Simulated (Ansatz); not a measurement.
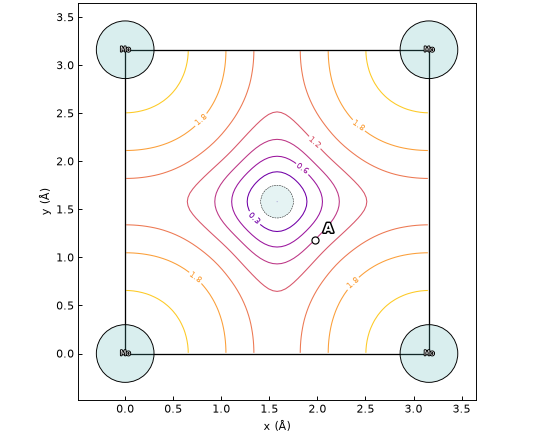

S on a Mo(100) slab cut from the Im-3m phase, its upper half relaxed before the scan (16 atoms of substrate and one adsorbate in a 2 × 2 cell). S is moved over the surface cell; relaxed at each place: the height of the adsorbate's atoms; substrate rigid; the origin of the map has the adsorbate above Mo13. Places are given modulo a cell vector. The map is drawn in real space over the plane of the surface. The grid has 8 × 8 points; 15 points were computed and 49 follow by symmetry. Places are given in fractions of the 1 × 1 surface cell. Energies: eV, counted from the lowest grid point. All numbers below come from Ansatz 0.2.0, DFT PBE, scalar-relativistic, plane waves, PAW. Settings: cutoff 420 eV, k-mesh 4×4×1, gaussian smearing 0.1 eV, no spin polarisation.

Drawn: contour lines labelled in eV, labelled circles for the atoms of the top layer and small ones for the second layer, the outline of one cell of the plane, the point A. Between grid points the surface is interpolated.

### Is A at rest? If not, where is it pushed?

A, at (5/8, 3/8) of the cell vectors, is not a stationary point. The computed force is 2.2 eV/Å in the plane, pointing up and left in the picture (components −1.6 and 1.6 eV/Å).

PAW datasets: the set soft_1.
